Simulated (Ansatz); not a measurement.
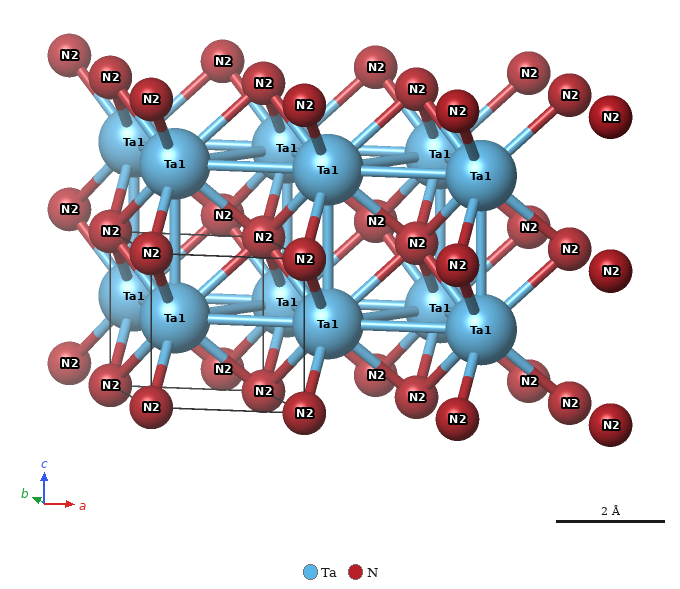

Figure 1. The starting structure (ball-and-stick view of the cell of the calculation, repeated 3 × 2 × 2, seen slightly off an axis; atoms are numbered from 1 in the order of the input). An atom can appear more than once, as a periodic image. Near neighbours in the periodic cell (some may lie outside the picture): Ta has 6 N at 2.23 Å and 8 Ta at 2.88 to 2.94 Å; N has 6 Ta at 2.23 Å.

**Geometry relaxation of TaN**

System: TaN (P-6m2, 2 atoms in the cell).
Method: DFT r2SCAN, scalar-relativistic, plane waves, PAW, no spin polarisation (Ansatz 0.2.0).

The structure derives from an entry of the Crystallography Open Database. Figures and captions count atoms from 1; the log counts them from 0 in places.

### Output
```
Engine: ansatz 0.2.0, x86_64-unknown-linux-gnu
Pseudopotentials: kind: paw
Pseudopotential: Ta, paw, valence charge 13, recommended cutoff 500 eV (meta_gga), Ta.paw.azcp
Pseudopotential: N, paw, valence charge 5, recommended cutoff 500 eV (meta_gga), N.paw.azcp
Functional definition: r2SCAN
  parameter k0 = 0.174
  parameter k1 = 0.065
  parameter a1 = 4.9479
  exchange = r2scan_x(k0 = k0, k1 = k1, a1 = a1)
  correlation = r2scan_c
Crystal: 2 atoms, lattice volume = 21.552 Å³
Basis set: ecut = 500 eV, 551 PW (Γ), exchange–correlation on 96×96×96 points (64 copies of the dense FFT grid, shifted against one another)
Bands: 13, of which v1, the nominal top of the filled ones, is band 9 counted from 1 (8 counted from 0)
Symmetry: 12 space group operations
Space group: P-6m2 (ITA 187), of the structure as read, at distance tolerance 2.8e-5 Å
k-points: 296 of 4536 (time reversal used)
Non-local potential: Ta, projectors of the file, l = 0: 3, l = 1: 2, l = 2: 2, l = 3: 1
Non-local potential: N, projectors of the file, l = 0: 2, l = 1: 2, l = 2: 1
PAW form: soft (Blöchl's): semilocal exchange-correlation on the pseudo side does not see the compensation charge
PAW frozen core: Ta, regenerated for the run's functional (the file was generated under x = pbe(κ = 0.804, μ = 0.2195149727645171), c = pbe(β = 0.06672455060314922))
PAW frozen core: N, regenerated for the run's functional (the file was generated under x = pbe(κ = 0.804, μ = 0.2195149727645171), c = pbe(β = 0.06672455060314922))
PAW one-centre angular grid: Ta, 590 points (default); XC on 160 Gauss nodes
PAW one-centre angular grid: N, 302 points (default); XC on 160 Gauss nodes
Initial density: superposition of atomic densities (neutral atoms: chi_scale 0, normalization atom), corrected by the library's trained network
Initial wavefunctions: pseudopotential atomic-orbital guess
Functional: x = r2scan, c = r2scan; τ floored in thin density (d = 2e-4 eV/Å³)
SCF iter   1: F=—  HF=-10331.701677 eV  |F-HF|=—  |Δ(HF+E_count)|=         —  Δρ=1.11e-2  dr2=9.21e-3  dr2_τ=1.21e-1  ethr=1.77e-3  ⟨swp⟩=6.0  Hψ=20900  notcnv=0
preconditioner: auto → none  [metal: Δε(μ)=0.063 eV  Ē_g=11.683 eV  σ=0.100 eV  W_gap=0.34  n_scr=8 (ndim 8)  ℏωp=25.3 eV  f_vac=0.000  D(μ)=0.05/eV (n_scr^D=0)  sad-step TF]
SCF iter   2: F=—  HF=-10331.800558 eV  |F-HF|=—  |Δ(HF+E_count)|=   9.89e-2  Δρ=8.57e-3  dr2=8.56e-3  dr2_τ=6.13e-4  ethr=5.11e-5  ⟨swp⟩=2.0  Hψ=9188  notcnv=0
SCF iter   3: F=—  HF=-10331.804497 eV  |F-HF|=—  |Δ(HF+E_count)|=   3.94e-3  Δρ=4.60e-3  dr2=3.44e-3  dr2_τ=5.06e-4  ethr=4.76e-5  ⟨swp⟩=2.0  Hψ=5584  notcnv=0
SCF iter   4: F=—  HF=-10331.804346 eV  |F-HF|=—  |Δ(HF+E_count)|=   1.50e-4  Δρ=2.69e-3  dr2=1.59e-3  dr2_τ=1.01e-4  ethr=1.91e-5  ⟨swp⟩=1.8  Hψ=4756  notcnv=0
SCF iter   5: F=—  HF=-10331.804117 eV  |F-HF|=—  |Δ(HF+E_count)|=   2.30e-4  Δρ=4.69e-4  dr2=4.54e-5  dr2_τ=3.19e-6  ethr=8.82e-6  ⟨swp⟩=2.1  Hψ=4713  notcnv=0
SCF iter   6: F=—  HF=-10331.804114 eV  |F-HF|=—  |Δ(HF+E_count)|=   2.77e-6  Δρ=3.18e-5  dr2=2.01e-7  dr2_τ=3.83e-8  ethr=2.52e-7  ⟨swp⟩=2.0  Hψ=5243  notcnv=0
SCF iter   7: F=-10331.804114 eV  HF=-10331.804114 eV  |F-HF|=1.03e-9  |Δ(HF+E_count)|=   3.66e-8  Δρ=1.25e-5  dr2=2.48e-8  dr2_τ=1.50e-9  ethr=5.56e-10  ⟨swp⟩=6.1  Hψ=18591  notcnv=0
SCF 1 converged in 7 iterations: F = -10331.804114 eV  dr2 = 2.48e-8
  greatest PAW one-centre occupation: 0.998 electrons in one spin orbital (limit 2), on the Ta atom at site 0 (counted from 0), in its partial waves of l = 0
relax step   1: F+E_penalty+E_count = -10331.80411390 eV  Δ(F+E_penalty+E_count) = +0.000e0 eV  max|allowed force component| = 1.850e-17 eV/Å  Δτ_max = 0.0000 Å  P = -0.241 GPa  Ω = 21.552 Å³  (7 SCF iters, dr2 threshold 1.00e-7 eV, accepted)
Crystal: 2 atoms, lattice volume = 21.509 Å³
Initial density: handed on by an earlier stage of this run
Initial wavefunctions: those handed on with the density
iter 1 solved again at ethr=3.57e-7 eV; its pass at ethr=3.10e-3 eV (dr2=6.42e-5 eV) is discarded
SCF iter   1: F=—  HF=-10331.803690 eV  |F-HF|=—  |Δ(HF+E_count)|=         —  Δρ=6.95e-4  dr2=9.51e-5  dr2_τ=2.48e-4  ethr=3.57e-7  ⟨swp⟩=2.5  Hψ=24684  notcnv=0
preconditioner: auto → none  [metal: Δε(μ)=0.058 eV  Ē_g=11.681 eV  σ=0.100 eV  W_gap=0.32  n_scr=8 (ndim 8)  ℏωp=25.3 eV  f_vac=0.000  D(μ)=0.05/eV (n_scr^D=0)]
SCF iter   2: F=—  HF=-10331.803852 eV  |F-HF|=—  |Δ(HF+E_count)|=   1.61e-4  Δρ=2.22e-4  dr2=5.31e-6  dr2_τ=1.08e-6  ethr=3.57e-7  ⟨swp⟩=2.0  Hψ=6215  notcnv=0
SCF iter   3: F=—  HF=-10331.803855 eV  |F-HF|=—  |Δ(HF+E_count)|=   2.88e-6  Δρ=8.88e-5  dr2=9.91e-7  dr2_τ=1.48e-7  ethr=2.95e-8  ⟨swp⟩=2.0  Hψ=5101  notcnv=0
SCF iter   4: F=—  HF=-10331.803855 eV  |F-HF|=—  |Δ(HF+E_count)|=   3.39e-7  Δρ=4.76e-5  dr2=3.73e-7  dr2_τ=6.54e-8  ethr=1.11e-9  ⟨swp⟩=6.0  Hψ=19054  notcnv=0
SCF iter   5: F=-10331.803855 eV  HF=-10331.803855 eV  |F-HF|=6.80e-9  |Δ(HF+E_count)|=   4.67e-8  Δρ=7.63e-6  dr2=4.87e-9  dr2_τ=5.04e-10  ethr=1.11e-9  ⟨swp⟩=5.8  Hψ=15689  notcnv=0
SCF 2 converged in 5 iterations: F = -10331.803855 eV  dr2 = 4.87e-9
relax step   2: F+E_penalty+E_count = -10331.80385490 eV  Δ(F+E_penalty+E_count) = +2.590e-4 eV  max|allowed force component| = 1.850e-17 eV/Å  Δτ_max = 0.0000 Å  P = +0.352 GPa  Ω = 21.509 Å³  energy of the carried Pulay correction = +1.804e-5 eV  (5 SCF iters, dr2 threshold 2.00e-7 eV, rejected (line search))
Crystal: 2 atoms, lattice volume = 21.537 Å³
iter 1 solved again at ethr=1.87e-7 eV; its pass at ethr=3.10e-3 eV (dr2=3.36e-5 eV) is discarded
SCF iter   1: F=—  HF=-10331.804094 eV  |F-HF|=—  |Δ(HF+E_count)|=         —  Δρ=5.04e-4  dr2=5.06e-5  dr2_τ=1.25e-4  ethr=1.87e-7  ⟨swp⟩=2.5  Hψ=24098  notcnv=0
preconditioner: auto → none  [metal: Δε(μ)=0.049 eV  Ē_g=11.672 eV  σ=0.100 eV  W_gap=0.27  n_scr=8 (ndim 8)  ℏωp=25.3 eV  f_vac=0.000  D(μ)=0.05/eV (n_scr^D=0)]
SCF iter   2: F=—  HF=-10331.804170 eV  |F-HF|=—  |Δ(HF+E_count)|=   7.56e-5  Δρ=1.54e-4  dr2=2.49e-6  dr2_τ=5.77e-7  ethr=1.87e-7  ⟨swp⟩=2.0  Hψ=6218  notcnv=0
SCF iter   3: F=—  HF=-10331.804171 eV  |F-HF|=—  |Δ(HF+E_count)|=   1.40e-6  Δρ=5.73e-5  dr2=3.30e-7  dr2_τ=4.16e-8  ethr=1.38e-8  ⟨swp⟩=2.3  Hψ=5212  notcnv=0
SCF iter   4: F=—  HF=-10331.804173 eV  |F-HF|=—  |Δ(HF+E_count)|=   1.09e-6  Δρ=3.21e-5  dr2=2.16e-7  dr2_τ=3.46e-8  ethr=1.83e-9  ⟨swp⟩=2.0  Hψ=5415  notcnv=0
SCF iter   5: F=—  HF=-10331.804173 eV  |F-HF|=—  |Δ(HF+E_count)|=   2.03e-8  Δρ=5.26e-6  dr2=2.62e-9  dr2_τ=2.56e-10  ethr=1.20e-9  ⟨swp⟩=2.0  Hψ=5206  notcnv=0
SCF iter   6: F=—  HF=-10331.804173 eV  |F-HF|=—  |Δ(HF+E_count)|=   2.81e-9  Δρ=7.21e-7  dr2=9.12e-11  dr2_τ=3.23e-11  ethr=1.45e-11  ⟨swp⟩=2.2  Hψ=6424  notcnv=0
SCF iter   7: F=-10331.804173 eV  HF=-10331.804173 eV  |F-HF|=5.46e-12  |Δ(HF+E_count)|=  2.55e-11  Δρ=2.78e-7  dr2=1.40e-11  dr2_τ=5.46e-13  ethr=1.00e-12  ⟨swp⟩=6.0  Hψ=16787  notcnv=0
SCF 3 converged in 7 iterations: F = -10331.804173 eV  dr2 = 1.40e-11
relax step   3: F+E_penalty+E_count = -10331.80417257 eV  Δ(F+E_penalty+E_count) = -5.867e-5 eV  max|allowed force component| = 8.327e-17 eV/Å  Δτ_max = 0.0000 Å  P = -0.022 GPa  Ω = 21.537 Å³  energy of the carried Pulay correction = +6.620e-6 eV  (7 SCF iters, accepted)
Initial wavefunctions: pseudopotential atomic-orbital guess (no wavefunctions were taken with the density)
iter 1 solved again at ethr=1.07e-7 eV; its pass at ethr=3.10e-3 eV (dr2=1.93e-5 eV) is discarded
SCF iter   1: F=—  HF=-10331.804165 eV  |F-HF|=—  |Δ(HF+E_count)|=         —  Δρ=3.17e-6  dr2=3.68e-10  dr2_τ=1.78e-9  ethr=1.07e-7  ⟨swp⟩=3.7  Hψ=31300  notcnv=0
eigensolver tolerance schedule: the retry pair's looser diagonalisation over-reported the residual by 52538.89 of it (diagonalisation noise at an unbounded share of the residual, at the tolerance the schedule requests for it); recorded, not acted on — ethr = c·dr2/N_el stays at c = 1.0e-1
preconditioner: auto → none  [metal: Δε(μ)=0.052 eV  Ē_g=11.673 eV  σ=0.100 eV  W_gap=0.28  n_scr=8 (ndim 8)  ℏωp=25.3 eV  f_vac=0.000  D(μ)=0.05/eV (n_scr^D=0)]
SCF iter   2: F=—  HF=-10331.804165 eV  |F-HF|=—  |Δ(HF+E_count)|=   3.48e-7  Δρ=2.01e-6  dr2=3.81e-10  dr2_τ=1.54e-10  ethr=2.04e-12  ⟨swp⟩=3.8  Hψ=9360  notcnv=0
SCF iter   3: F=—  HF=-10331.804165 eV  |F-HF|=—  |Δ(HF+E_count)|=  1.09e-11  Δρ=1.18e-6  dr2=4.50e-11  dr2_τ=4.29e-11  ethr=2.04e-12  ⟨swp⟩=2.1  Hψ=5131  notcnv=0
SCF iter   4: F=-10331.804165 eV  HF=-10331.804165 eV  |F-HF|=1.64e-11  |Δ(HF+E_count)|=  5.82e-11  Δρ=3.08e-7  dr2=2.43e-12  dr2_τ=2.90e-12  ethr=1.00e-12  ⟨swp⟩=7.0  Hψ=19783  notcnv=0
SCF 4 converged in 4 iterations: F = -10331.804165 eV  dr2 = 2.43e-12
relax step   4: F+E_penalty+E_count = -10331.80416488 eV  Δ(F+E_penalty+E_count) = +7.690e-6 eV  max|allowed force component| = 5.551e-17 eV/Å  Δτ_max = 0.0000 Å  P = -0.022 GPa  Ω = 21.537 Å³  stress off target by 3.01e-2 GPa  SCF on the basis re-selected at this cell (its energy is not comparable with the rows above)  (4 SCF iters)
```

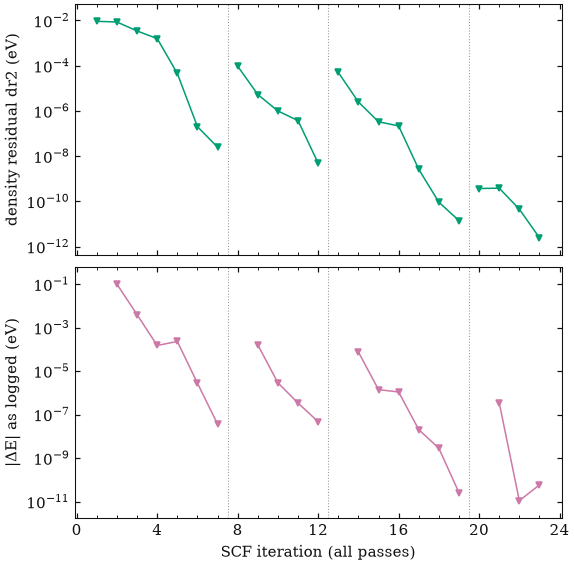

Figure 2. Convergence of the self-consistent field: density residual dr2 and size of the energy change against the SCF iteration. The dotted lines part the SCF passes of the relaxation: geometry steps, rejected trials and re-solves on a re-selected basis. The passes take 7, 5, 7 and 4 iterations.

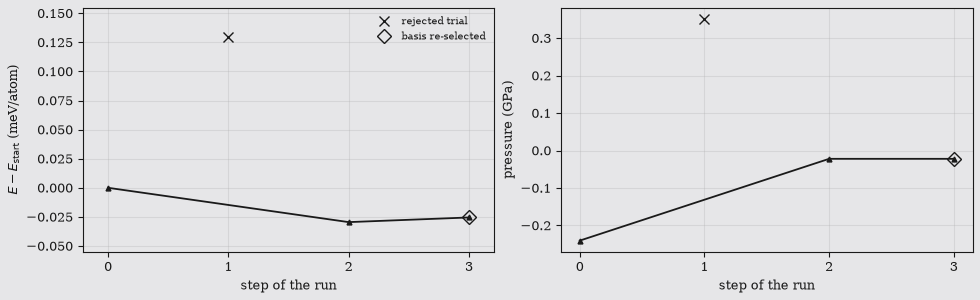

Figure 3. Progress of the relaxation, step by step (the first geometry is step 0 here and step 1 in the log). No atom moves by more than 0.005 Å relative to the cell. The volume changes by −0.1 %, with a = b 2.938 → 2.936 Å (−0.1 %), c 2.883 → 2.885 Å (+0.1 %). The space group stays P-6m2 (No. 187). Over 2 geometry steps the energy falls by next to nothing (0.0 meV per atom). All forces vanish by symmetry, so only the cell relaxes. Pressure: −0.24 GPa at the start and −0.02 GPa at the end. The line search rejected the trial step at point 1 (counted from 0) and went back. A last SCF at the same geometry on a re-selected plane-wave basis shifts the energy by +0.0 meV per atom.

```
basis re-selected at this cell: Δ(F+E_penalty+E_count) = +7.690e-6 eV, ΔP = -0.000 GPa vs the last step (what re-selecting the basis moved, of the pressure what is left beyond the Pulay correction that the steps carried, after the strain that the cell walked since its last selection, with what the two solves' SCF thresholds leave and, on support functions, any second-order correction that the steps lacked; it is no measure of the basis error at this ecutwfc). This SCF's stress stands 3.01e-2 GPa from its target on what of the cell is left free (relax.cell.stress_tol is 5.00e-2 GPa) and its largest allowed force component is 5.55e-17 eV/Å (relax.f_tol is 5.00e-3 eV/Å): within both
SCF converged after 4 iterations
Free energy (F): -10331.804165 eV
Harris-Foulkes:  -10331.804165 eV  (|F-HF|=1.64e-11)
Internal energy: -10331.803917 eV  (E = F + TS)
E sigma→0 (E₀):  -10331.804041 eV
Entropy (-TS):   -0.000248 eV (-0.124 meV/atom)
Fermi energy:    20.229028 eV
--- Per-component energies (eV) ---
  E_band       = -68.009417
  E_kinetic    = 501.383457
  E_local      = -603.220407  (includes V_loc(G=0)·N_el)
  E_nonlocal   = 59.440703
  E_hartree    = 203.860599
  E_xc         = -265.847098
  E_vxc        = -308.554157  (∫ρ·V_xc dr)
  E_paw        = -8552.171638  (= ΣΔE_a)
  E_vpaw       = -140.606223  (= ΣTr[D̂ρ^β])
  E_aug_tail   = 0.000082  (compensation charges beyond the density's cutoff)
  E_vtau       = 15.825949  (kinetic-family band-sum trace: ∫τ·v_τ [+ j·A + Jᵃ·Aᵃ] dr)
  E_ewald      = -1674.463769
  E_core_change = -0.785845  (= ΣΔE_core)
  E_smearing   = -0.000248  (= −TS)
  E_closure    = -0.000000  (closes the sum)
  Σ components = -10331.804165   (vs F -10331.804165, Δ=0.00e0)
--- Forces (eV/Å), atoms counted from 1 ---
  atom   1  Ta     0.00000000     0.00000000     0.00000000
  atom   2  N      0.00000000    -0.00000000     0.00000000
  max |Σ_I F_I| component: 3.33e-16 eV/Å
--- Stress (GPa, compression-positive) ---
       -0.018184      -0.000000      -0.000000
        0.000000      -0.018184       0.000000
       -0.000000       0.000000      -0.030118
  P = ⅓ Tr σ = -0.0222 GPa (-0.222 kbar)
--- Band table (eV; the first three rows and the last of 296) ---
  k-point 0: bands = ["-50.1828", "-15.8528", "-15.5895", "-15.5895", "1.4390", "15.4034", "15.4034", "15.8322", "17.0568", "22.6984", "23.9563", "23.9563", "24.4749"]
  k-point 1: bands = ["-50.1802", "-15.9034", "-15.5855", "-15.5855", "1.5451", "15.3693", "15.4466", "15.4466", "17.4524", "22.8937", "23.2465", "23.2465", "24.9956"]
  k-point 2: bands = ["-50.1728", "-16.0429", "-15.5743", "-15.5743", "1.8487", "14.4626", "15.5693", "15.5693", "18.2339", "22.3139", "22.3139", "23.4130", "25.3576"]
  k-point 295: bands = ["-50.0392", "-16.4864", "-16.2211", "-16.1658", "3.4257", "11.7392", "13.3675", "16.0556", "19.6864", "24.9619", "25.3447", "27.2002", "28.2436"]
--- Relaxed structure (3 steps of the walk, 2 accepted, 1 SCFs on fresh bases) ---
  F+E_penalty+E_count = -10331.80416488 eV   max|allowed force component| = 5.551e-17 eV/Å   (the final SCF, on the basis selected at the relaxed cell)
  cell:  # Å, volume = 21.5366 Å³
    - [2.936154327194283, 0.0, 0.0]
    - [-1.4680771635971415, 2.5427842367818556, 0.0]
    - [0.0, 0.0, 2.884618552769801]
  atoms:
    - { symbol: Ta, position: [0.33333333333333337, 0.6666666666666667, 0.5000000000000001] }
    - { symbol: N, position: [-3.0814879110195774e-33, -2.775557561562892e-17, 0.0] }
```

### Trajectory as extended XYZ (Å, eV, eV/Å), 4 frames, from step=1 to step=4
```
2
Lattice="2.9380 0.0000 0.0000 -1.4690 2.5444 0.0000 0.0000 0.0000 2.8830" Properties=species:S:1:pos:R:3:forces:R:3 step=1 energy=-10331.80411 pressure_GPa=-0.24
Ta    0.0000    1.6963    1.4415    0.0000   0.0000   0.0000
N     0.0000    0.0000    0.0000    0.0000   0.0000   0.0000
2
Lattice="2.9318 0.0000 0.0000 -1.4659 2.5390 0.0000 0.0000 0.0000 2.8895" Properties=species:S:1:pos:R:3:forces:R:3 step=2 energy=-10331.80386 pressure_GPa=0.35 accepted=F
Ta    0.0000    1.6927    1.4448    0.0000   0.0000   0.0000
N     0.0000    0.0000    0.0000    0.0000   0.0000   0.0000
2
Lattice="2.9362 0.0000 0.0000 -1.4681 2.5428 0.0000 0.0000 0.0000 2.8846" Properties=species:S:1:pos:R:3:forces:R:3 step=3 energy=-10331.80417 pressure_GPa=-0.02
Ta    0.0000    1.6952    1.4423    0.0000   0.0000   0.0000
N     0.0000    0.0000    0.0000    0.0000   0.0000   0.0000
2
Lattice="2.9362 0.0000 0.0000 -1.4681 2.5428 0.0000 0.0000 0.0000 2.8846" Properties=species:S:1:pos:R:3:forces:R:3 step=4 energy=-10331.80416 pressure_GPa=-0.02
Ta    0.0000    1.6952    1.4423    0.0000   0.0000   0.0000
N     0.0000    0.0000    0.0000    0.0000   0.0000   0.0000
```

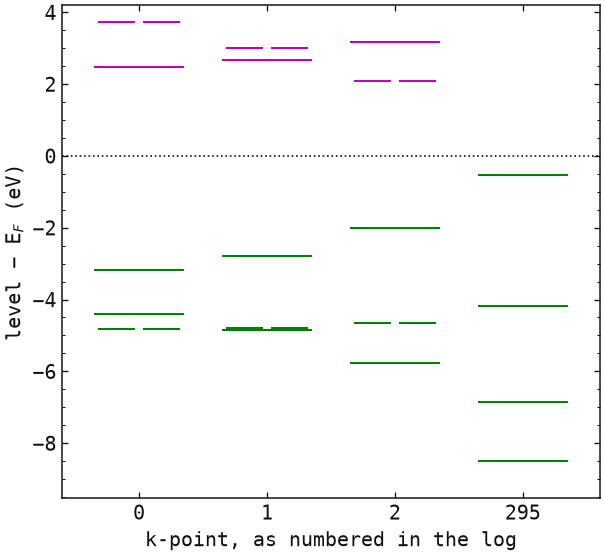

Figure 4. Kohn–Sham levels near the Fermi level (dotted) at the few k-points that the log prints; levels within 0.02 eV of each other stand side by side. The system is metallic on the full mesh.

This output came from the following input.

### Input file
```yaml
crystal:
  lattice:
    - [2.9379988584, 0.0, 0.0]
    - [-1.4689994292, 2.5443816477, 0.0]
    - [0.0, 0.0, 2.883]
  atoms:
    - { symbol: Ta, position: [0.3333333333, 0.6666666667, 0.5] }
    - { symbol: "N", position: [0.0, 0.0, 0.0] }
basis:
  ecutwfc: 500
kpoints:
  mp_grid: { grid: [18, 18, 14] }
hamiltonian:
  xc: r2scan
scf:
  occupations: { method: gaussian, width: 0.1 }
output:
  forces: true
  stress: true
  eigenvalues: true
relax:
  adjacent_minimum: "off"
  f_tol: 0.005
  max_steps: 80
  cell: { stress_tol: 0.05 }
```

Command:
```bash
ansatz run input.yaml --threads 2 --pin off --max-ram 5120MiB --backend cpu --events-out ev --progress --plain --runs-dir out
```

### Summary

- outcome: converged
- space group (tolerance 0.01 Å): P-6m2 (187)
- electrons treated: 18
- free energy: −10331.8042 eV
- Fermi energy: 20.229 eV
- gap on the k-point mesh: none (metallic)
- pressure: −0.02 GPa
- final volume: 21.54 Å³
- largest force (length of the vector) at the end: under 0.001 eV/Å
- final cell: a = 2.936 Å, b = 2.936 Å, c = 2.885 Å, α = 90.00°, β = 90.00°, γ = 120.00°
- hardware: 2 threads of Intel Xeon (Granite Rapids), 192 GiB of memory available, shared host
- wall time: 17 s (CPU time 33 s)
- peak memory: 0.55 GiB

Spin–orbit coupling is left out, which matters for Ta.
